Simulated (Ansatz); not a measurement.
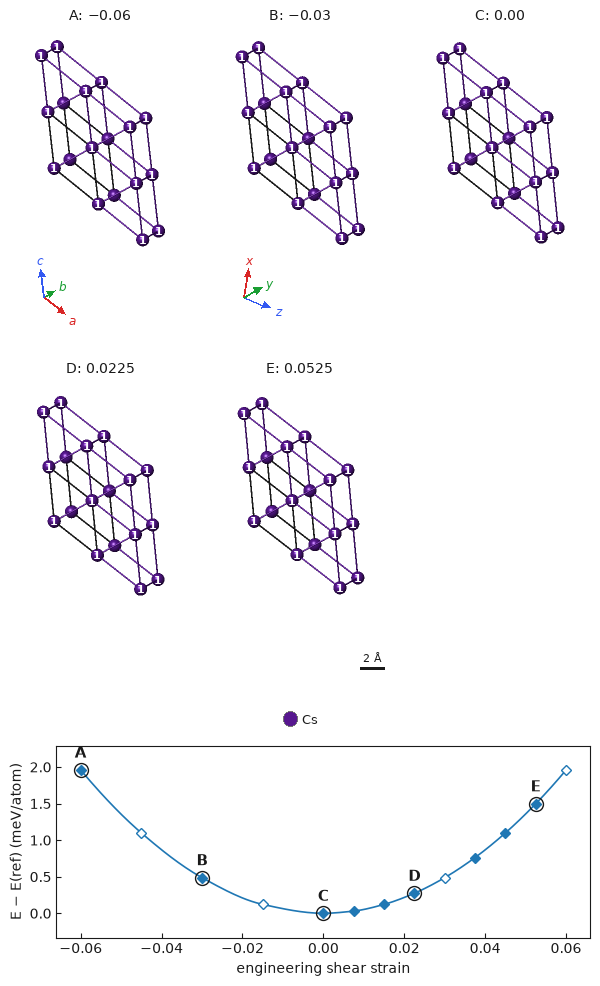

Crystalline Cs (Im-3m): the cell is strained in shear in the xz plane, with the atoms kept at their fractional coordinates. x, y and z are the Cartesian axes of the input. The lettered frames are marked on the plot. Hollow markers are points alike by symmetry, not computed again. Style: ball-and-stick. Shown: the cell of the calculation, repeated 2 × 1 × 2 with one cell outlined, slightly off an axis.

Theory: DFT PBE, scalar-relativistic, plane waves, PAW in Ansatz. (plane-wave cutoff 420 eV; k-point mesh 12 × 12 × 12; occupations gaussian; smearing width 0.15 eV; no spin polarisation). Energies (free energies at the smearing named) are counted from the cell as listed in its source, which wasn't relaxed.

Question: Read off the main features of the energy profile.

Answer: Of the computed points the lowest is at the strain 0.00, 0.00 meV/atom. The curvature at zero strain, (1/V) d²E/dε², is about 1.6 GPa; it is C₅₅ with clamped ions. The distortion takes the space group from Im-3m to Fmmm. At the strain −0.06 the cell of the drawing goes a 5.235 → 5.340 Å, b 5.235 → 5.131 Å, c 5.235 → 5.340 Å, β 109.5° → 111.1°.
